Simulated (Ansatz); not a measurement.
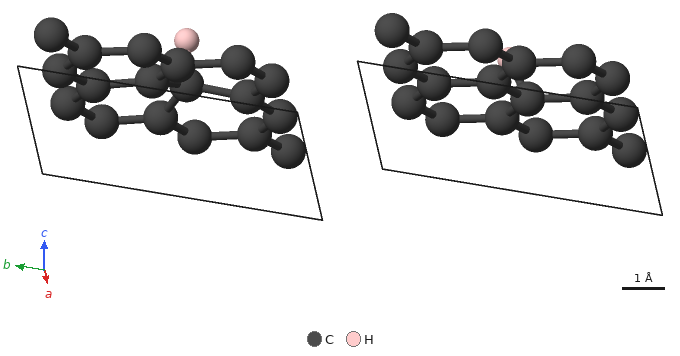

Two geometries of a slab of composition HC18, drawn at one scale. One is the start of a relaxation, the other its converged end. A ball-and-stick model of the cell of the calculation, outlined in the plane, without the vacuum (origin shifted), seen from a free direction.

Theory: DFT PBE, scalar-relativistic, plane waves, PAW (Ansatz 0.2.0). Set-up: plane-wave cutoff 420 eV; k-point mesh 2 × 2 × 1; occupations fermi dirac; smearing width 0.05 eV; collinear spin; atoms relaxed in a fixed cell; force threshold 0.03 eV/Å; at most 60 steps.

**Which of the two is the end point?**

The left one is the relaxed one. It is H on graphene monolayer, set down by a guess. The run prepares an end point of a later path (adatom hop) calculation, from a guessed geometry. The energy falls by 0.908 eV per cell of the calculation in 7 geometry steps. Largest force component: 2.5 eV/Å at the start, 0.017 eV/Å at the end. The largest move relative to the layer's centre is that of the H atom, 0.62 Å at 40° to the normal (+c side). Largest moves by element: H 0.62 Å, C 0.36 Å. The cell doesn't change. Near-neighbour distances that change, for instance: C–C 1.424 → 1.496 Å, C–H 1.095 → 1.126 Å, C–C 1.424 → 1.407 Å, C–C 1.424 → 1.432 Å. Among the angles between lasting bonds that change: C–C–H 77.6° → 103.5°, C–C–H 80.2° → 103.5°, C–C–H 112.7° → 103.5°. The program noted that the starting moments weren't kept. The run took 83 s on 2 threads of Arm Neoverse V1, on a shared host, peak memory 0.88 GiB.

Limits of the set-up: the periodic images lie only 7.4 Å apart, so the values are limited by the cell's size.
